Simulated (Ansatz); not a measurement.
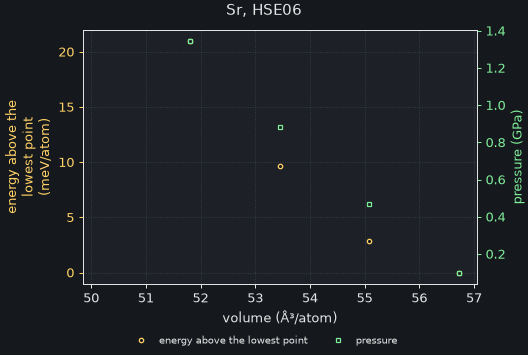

The picture above shows the energy above the lowest point and pressure against volume for Sr, space group Fm-3m (No. 225) (one of a set of cubic test structures, which need not be the stable phase).

Computed with Ansatz 0.2.0 development build: equation of state of a cubic crystal from periodic Kohn-Sham density functional theory without spin; pressure corrected for the finite basis. Level: HSE06.

structure type fcc; atoms in cell 1; space group number 225; lattice centring face-centred primitive; k mesh 6×6×6; occupation method Fermi–Dirac; occupation width 0.1 eV; wave cutoff 350 eV; datasets hand-made PAW; density tolerance 0 eV; bands 9; density cutoff ratio 4; search for lower states default; exchange singularity regularized.

The point at volume 50.18 Å³/atom is left out of the plot. What does the calculation give there?

| volume (Å³/atom) | energy above the lowest point (meV/atom) | pressure (GPa) |
| --- | --- | --- |
| 50.18 | 37.3 | 1.874 |

Keep in mind: modest k-mesh, values are not fully converged in k; the volumes run don't bracket the minimum of the energy, so any equilibrium value is extrapolated.
